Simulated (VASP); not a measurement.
Geometry relaxation of MgB₂ (part 1 of 2)

The run: geometry relaxation of MgB₂ (P6/mmm, 3 atoms in the cell). Method and program: Kohn-Sham DFT of a periodic cell, PBE, VASP PAW PBE potentials, recommended, no spin polarisation (VASP 6.6.1).

The structure derives from an entry of the Crystallography Open Database.

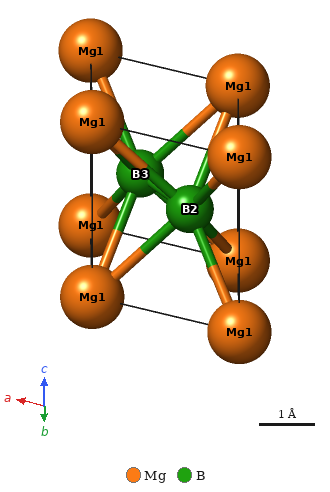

Figure 1. The input geometry (ball-and-stick view of the cell of the calculation, seen at an oblique angle; atoms are numbered from 1 in the order of the input). Near neighbours in the crystal (not all of them lie inside the picture): Mg has 12 B at 2.51 Å; B has 3 B at 1.78 Å and 6 Mg at 2.51 Å.

Key numbers:

- outcome: converged
- space group (tolerance 0.01 Å): P6/mmm (191)
- electrons treated: 8
- free energy: −15.3226 eV
- Fermi energy: 5.235 eV
- gap on the k-point mesh: none (metallic)
- pressure: −0.01 GPa
- final volume: 28.82 Å³
- largest force (length of the vector) at the end: under 0.001 eV/Å
- final cell: a = 3.074 Å, b = 3.074 Å, c = 3.522 Å, α = 90.00°, β = 90.00°, γ = 120.00°
- hardware: 1 thread of Intel Xeon (Granite Rapids), 64 GiB of memory available, shared host
- wall time: 12 s
- peak memory: 0.15 GiB

INCAR:
```
SYSTEM = MgB2
PREC     = Accurate       ! precision mode
ENCUT    = 520            ! plane-wave cutoff, eV
EDIFF    = 1E-7           ! SCF threshold, eV
ISMEAR   = 0              ! smearing method
SIGMA    = 0.02           ! smearing width, eV
LREAL    = .FALSE.        ! projectors in reciprocal space
LASPH    = .TRUE.         ! aspherical terms in the spheres
NELM     = 60             ! most SCF steps
ALGO     = Normal         ! electronic algorithm
ISIF     = 3              ! what is computed and relaxed
LWAVE    = .FALSE.        ! write WAVECAR
LCHARG   = .FALSE.        ! write CHGCAR
GGA      = PE             ! functional
IBRION   = 2              ! ionic algorithm
NSW      = 80             ! ionic steps
EDIFFG   = -0.002         ! ionic threshold
```

KPOINTS:
```
regular mesh
0
G
  9 9 6
  0 0 0
```

POSCAR:
```
MgB2
1.0
    3.0850000000      0.0000000000      0.0000000000
   -1.5425000000      2.6716883700      0.0000000000
    0.0000000000      0.0000000000      3.5230000000
Mg B
1 2
Direct
    0.0000000000      0.0000000000      0.0000000000
    0.3333333300      0.6666666700      0.5000000000
    0.6666666700      0.3333333300      0.5000000000
```

Command:
```bash
cat potpaw_PBE.64/Mg/POTCAR potpaw_PBE.64/B/POTCAR > POTCAR
mpirun -np 1 vasp_std > vasp.out
```

OSZICAR:
```
N       E                     dE             d eps       ncg     rms          rms(c)
DAV:   1     0.491508183145E+01    0.49151E+01   -0.40719E+03   808   0.843E+02
DAV:   2    -0.166940073875E+02   -0.21609E+02   -0.20813E+02  1064   0.109E+02
DAV:   3    -0.170035394568E+02   -0.30953E+00   -0.30953E+00  1080   0.153E+01
DAV:   4    -0.170040443683E+02   -0.50491E-03   -0.50491E-03  1072   0.529E-01
DAV:   5    -0.170040446115E+02   -0.24319E-06   -0.24348E-06  1112   0.113E-02    0.523E+00
DAV:   6    -0.155754209969E+02    0.14286E+01   -0.23961E+00   848   0.850E+00    0.252E+00
DAV:   7    -0.153322706630E+02    0.24315E+00   -0.12367E+00   904   0.598E+00    0.795E-01
DAV:   8    -0.153315791782E+02    0.69148E-03   -0.13841E-01   848   0.230E+00    0.517E-01
DAV:   9    -0.153212610560E+02    0.10318E-01   -0.32214E-02   856   0.992E-01    0.542E-02
DAV:  10    -0.153213142661E+02   -0.53210E-04   -0.57092E-04  1112   0.195E-01    0.272E-02
DAV:  11    -0.153212998357E+02    0.14430E-04   -0.13380E-04   824   0.665E-02    0.816E-03
DAV:  12    -0.153212960755E+02    0.37602E-05   -0.14839E-05   864   0.227E-02    0.854E-04
DAV:  13    -0.153212961091E+02   -0.33599E-07   -0.15373E-07  1064   0.365E-03
   1 F= -.15321296E+02 E0= -.15321124E+02  d E =-.153213E+02
       N       E                     dE             d eps       ncg     rms          rms(c)
DAV:   1    -0.153225056588E+02   -0.12096E-02   -0.26984E-02  1064   0.187E+00    0.901E-02
DAV:   2    -0.153223764780E+02    0.12918E-03   -0.16953E-04   976   0.110E-01    0.526E-02
DAV:   3    -0.153223123972E+02    0.64081E-04   -0.12425E-04  1056   0.709E-02    0.352E-03
DAV:   4    -0.153223123657E+02    0.31465E-07   -0.17624E-06   968   0.112E-02    0.224E-03
DAV:   5    -0.153223124900E+02   -0.12429E-06   -0.20850E-07   864   0.284E-03    0.658E-04
DAV:   6    -0.153223125629E+02   -0.72927E-07   -0.90711E-09   488   0.845E-04
   2 F= -.15322313E+02 E0= -.15322109E+02  d E =-.101645E-02
       N       E                     dE             d eps       ncg     rms          rms(c)
DAV:   1    -0.153225928295E+02   -0.28034E-03   -0.25880E-03  1048   0.579E-01    0.276E-02
DAV:   2    -0.153225774852E+02    0.15344E-04   -0.18249E-05  1000   0.347E-02    0.162E-02
DAV:   3    -0.153225683632E+02    0.91220E-05   -0.14062E-05  1032   0.228E-02    0.136E-03
DAV:   4    -0.153225682182E+02    0.14494E-06   -0.38246E-07   936   0.479E-03    0.390E-04
DAV:   5    -0.153225681918E+02    0.26469E-07   -0.40029E-09   408   0.573E-04
   3 F= -.15322568E+02 E0= -.15322394E+02  d E =-.127208E-02
       N       E                     dE             d eps       ncg     rms          rms(c)
DAV:   1    -0.153225680384E+02    0.17984E-06   -0.51850E-06  1072   0.259E-02    0.126E-03
DAV:   2    -0.153225679492E+02    0.89212E-07   -0.36224E-08   752   0.155E-03
   4 F= -.15322568E+02 E0= -.15322395E+02  d E =-.127184E-02
       N       E                     dE             d eps       ncg     rms          rms(c)
DAV:   1    -0.153225716082E+02   -0.35698E-05   -0.46281E-05  1008   0.534E-02    0.452E-03
DAV:   2    -0.153225702152E+02    0.13929E-05   -0.28862E-06  1016   0.105E-02    0.190E-03
DAV:   3    -0.153225699262E+02    0.28902E-06   -0.11011E-06   912   0.578E-03    0.369E-04
DAV:   4    -0.153225699103E+02    0.15936E-07   -0.20611E-08   464   0.126E-03
   5 F= -.15322570E+02 E0= -.15322394E+02  d E =-.196108E-05
```

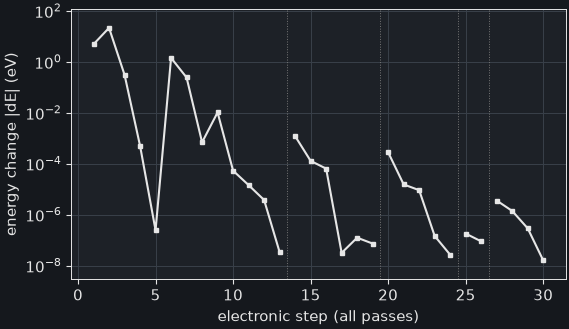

Figure 2. Convergence of the self-consistent field: energy change |dE| against the electronic step. Each stretch between dotted lines is the SCF of one geometry step of a relaxation. The 5 ionic steps take 2 to 13 electronic steps each. The density is held fixed in the first few steps, and dE rises again when its update begins.

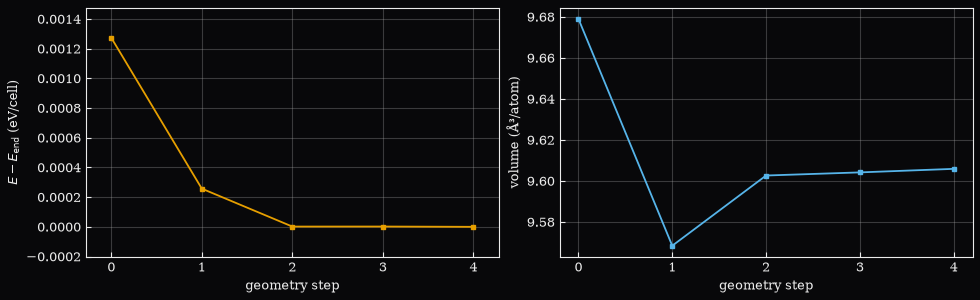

Figure 3. Progress of the relaxation, step by step (steps are counted from 0). The energy falls by 1.3 meV per cell of the calculation in 4 geometry steps. All forces vanish by symmetry, so only the cell relaxes. The atoms keep their places relative to the cell (all moves are under 0.005 Å). The volume changes by −0.8 %, with a = b 3.085 → 3.074 Å (−0.4 %), c 3.523 → 3.522 Å (0.0 %). Among the contacts that change: B2–B3 1.781 → 1.775 Å, Mg1–B2 2.505 → 2.500 Å. The space group stays P6/mmm (No. 191). (Atoms are counted from 1 in the order of the input.)

Parts of OUTCAR:
```
SYSTEM = MgB2
   PREC = Accurate
   ENCUT = 520
   EDIFF = 1E-7
   ISMEAR = 0
   LREAL = .FALSE.
   LASPH = .TRUE.
   NELM = 60
   ISIF = 3
   GGA = PE
   IBRION = 2
   NSW = 80
   EDIFFG = -0.002

 ion  position               nearest neighbor table
   1  0.000  0.000  0.000-   2 2.51   3 2.51   2 2.51   3 2.51   2 2.51   2 2.51   3 2.51   3 2.51
                             3 2.51   3 2.51   2 2.51   2 2.51
   2  0.333  0.667  0.500-   3 1.78   3 1.78   3 1.78   1 2.51   1 2.51   1 2.51   1 2.51   1 2.51
                             1 2.51
   3  0.667  0.333  0.500-   2 1.78   2 1.78   2 1.78   1 2.51   1 2.51   1 2.51   1 2.51   1 2.51
                             1 2.51

  LATTYP: Found a hexagonal cell.
 ALAT       =     3.0850000000
 C/A-ratio  =     1.1419773096

  Lattice vectors:

 A1 = (   3.0850000000,   0.0000000000,   0.0000000000)
 A2 = (  -1.5425000000,   2.6716883700,   0.0000000000)
 A3 = (   0.0000000000,   0.0000000000,   3.5230000000)

Analysis of symmetry for initial positions (statically):
=====================================================================
 Subroutine PRICEL returns:
 Original cell was already a primitive cell.

 Routine SETGRP: Setting up the symmetry group for a
 hexagonal supercell.

 Subroutine GETGRP returns: Found 24 space group operations
 (whereof 24 operations were pure point group operations)
 out of a pool of 24 trial point group operations.

The static configuration has the point symmetry D_6h.

Analysis of symmetry for dynamics (positions and initial velocities):
=====================================================================
 Subroutine PRICEL returns:
 Original cell was already a primitive cell.

 Routine SETGRP: Setting up the symmetry group for a
 hexagonal supercell.

 Subroutine GETGRP returns: Found 24 space group operations
 (whereof 24 operations were pure point group operations)
 out of a pool of 24 trial point group operations.

The dynamic configuration has the point symmetry D_6h.

 Subroutine INISYM returns: Found 24 space group operations
 (whereof 24 operations are pure point group operations),
 and found     1 'primitive' translations

----------------------------------------------------------------------------------------

                                     Primitive cell

  volume of cell :      29.0371

  direct lattice vectors                    reciprocal lattice vectors
     3.085000000  0.000000000  0.000000000     0.324149109  0.187147575  0.000000000
    -1.542500000  2.671688370  0.000000000     0.000000000  0.374295150  0.000000000
     0.000000000  0.000000000  3.523000000     0.000000000  0.000000000  0.283848992

  length of vectors
     3.085000000  3.084999999  3.523000000     0.374295150  0.374295150  0.283848992

  position of ions in fractional coordinates (direct lattice)
     0.000000000  0.000000000  0.000000000
     0.333333330  0.666666670  0.500000000
     0.666666670  0.333333330  0.500000000

  ion indices of the primitive-cell ions
   primitive index   ion index
                 1           1
                 2           2
                 3           3

----------------------------------------------------------------------------------------

 KPOINTS: regular mesh

Automatic generation of k-mesh.
 Grid dimensions read from file:
 generate k-points for:    9    9    6

 Generating k-lattice:

  Cartesian coordinates                     Fractional coordinates (reciprocal lattice)
     0.036016568  0.020794175  0.000000000     0.111111111  0.000000000  0.000000000
     0.000000000  0.041588350  0.000000000     0.000000000  0.111111111  0.000000000
     0.000000000  0.000000000  0.047308165     0.000000000  0.000000000  0.166666667

  Length of vectors
     0.041588350  0.041588350  0.047308165

  Shift w.r.t. Gamma in fractional coordinates (k-lattice)
     0.000000000  0.000000000  0.000000000

 Subroutine IBZKPT returns following result:
 ===========================================

 Found     48 irreducible k-points:

 Following reciprocal coordinates:
            Coordinates               Weight
  0.000000  0.000000  0.000000      1.000000
  0.111111 -0.000000  0.000000      6.000000
  0.222222 -0.000000  0.000000      6.000000
  0.333333 -0.000000  0.000000      6.000000
  0.444444 -0.000000  0.000000      6.000000
  0.111111  0.111111  0.000000      6.000000
  0.222222  0.111111  0.000000     12.000000
  0.333333  0.111111  0.000000     12.000000
  0.444444  0.111111  0.000000      6.000000
  0.222222  0.222222  0.000000      6.000000
  0.333333  0.222222  0.000000     12.000000
  0.333333  0.333333  0.000000      2.000000
  0.000000  0.000000  0.166667      2.000000
  0.111111 -0.000000  0.166667     12.000000
  0.222222 -0.000000  0.166667     12.000000
  0.333333 -0.000000  0.166667     12.000000
  0.444444 -0.000000  0.166667     12.000000
  0.111111  0.111111  0.166667     12.000000
  0.222222  0.111111  0.166667     24.000000
  0.333333  0.111111  0.166667     24.000000
  0.444444  0.111111  0.166667     12.000000
  0.222222  0.222222  0.166667     12.000000
  0.333333  0.222222  0.166667     24.000000
  0.333333  0.333333  0.166667      4.000000
 [... further k-points ...]
   k-points           NKPTS =     48   k-points in BZ     NKDIM =     48   number of bands    NBANDS=      8
   number of dos      NEDOS =    301   number of ions     NIONS =      3
   total plane-waves  NPLWV =  16128
   dimension x,y,z NGX =    24 NGY =   24 NGZ =   28
   dimension x,y,z NGXF=    48 NGYF=   48 NGZF=   56
   ions per type =               1   2
   NGX,Y,Z   is equivalent  to a cutoff of  12.93, 12.93, 13.21 a.u.
   NGXF,Y,Z  is equivalent  to a cutoff of  25.87, 25.87, 26.43 a.u.
 SYSTEM =  MgB2
   PREC   = accura    normal or accurate (medium, high low for compatibility)
   ISTART =      0    job   : 0-new  1-cont  2-samecut
   ICHARG =      2    charge: 1-file 2-atom 10-const
   ISPIN  =      1    spin polarized calculation?
   LNONCOLLINEAR =      F non collinear calculations
   LSORBIT =      F    spin-orbit coupling
   LASPH  =      T    aspherical Exc in radial PAW
   ENCUT  =  520.0 eV  38.22 Ry    6.18 a.u.   5.74  5.74  6.55*2*pi/ulx,y,z
   NELM   =     60;   NELMIN=  2; NELMDL= -5     # of ELM steps
   EDIFF  = 0.1E-06   stopping-criterion for ELM
   LREAL  =      F    real-space projection
   EDIFFG = -.2E-02   stopping-criterion for IOM
   NSW    =     80    number of steps for IOM
   IBRION =      2    ionic relax: 0-MD 1-quasi-New 2-CG
   NFREE  =      1    steps in history (QN), initial steepest desc. (CG)
   ISIF   =      3    stress and relaxation
   ISYM   =      2    0-nonsym 1-usesym 2-fastsym
   POTIM  = 0.5000    time-step for ionic-motion
   TEBEG  =    0.0;   TEEND  =   0.0 temperature during run
   PSTRESS=    0.0 pullay stress
   NELECT =       8.0000    total number of electrons
   NUPDOWN=      -1.0000    fix difference up-down
   EMIN   =  10.00;   EMAX   =-10.00  energy-range for DOS
   EFERMI =   0.00;   METHOD = LEGACY
   ISMEAR =     0;   SIGMA  =   0.02  broadening in eV -4-tet -1-fermi 0-gaus
   EFERMI_NEDOS =   21; number of points for ismear=-14 and -15
   IALGO  =     38    algorithm
   IMIX   =      4    mixing-type and parameters
     AMIX     =   0.40;   BMIX     =  1.00
     AMIX_MAG =   1.60;   BMIX_MAG =  1.00
  volume/ion in A,a.u.               =       9.68        65.32
  Fermi-wavevector in a.u.,A,eV,Ry     =   1.065255  2.013040 15.439462  1.134768
  Thomas-Fermi vector in A             =   2.200801
   LORBIT       =      0    0 simple, 1 ext, 2 COOP (PROOUT), +10 PAW based schemes
   GGA     = PE    functional components
   LHFCALC =     F    Hartree Fock is set to
   AEXX    =    0.0000 exact exchange contribution
   IVDW    =     0    specifies the selected vdW correction
   LEPSILON=     F    determine dielectric tensor
   LRPA    =     F    only Hartree local field effects (RPA)
 conjugate gradient relaxation of ions
 non-spin polarized calculation
 Gauss-broadening in eV      SIGMA  =   0.02
  energy-cutoff  :      520.00
  volume of cell :       29.04
 maximum number of plane-waves:       806
 NGX is ok and might be reduce to    24
   NGX = 11   NGY = 11   NGZ = 13

--------------------------------------- Ionic step        1  -------------------------------------------

 number of electron       8.0000000 magnetization

 Free energy of the ion-electron system (eV)
  ---------------------------------------------------
  ext. energy  EPLUGINS =         0.00000000
  ---------------------------------------------------
  free energy    TOTEN  =       -15.32129611 eV

  energy without entropy =      -15.32095285  energy(sigma->0) =      -15.32112448

------------------------ aborting loop because EDIFF is reached ----------------------------------------
```
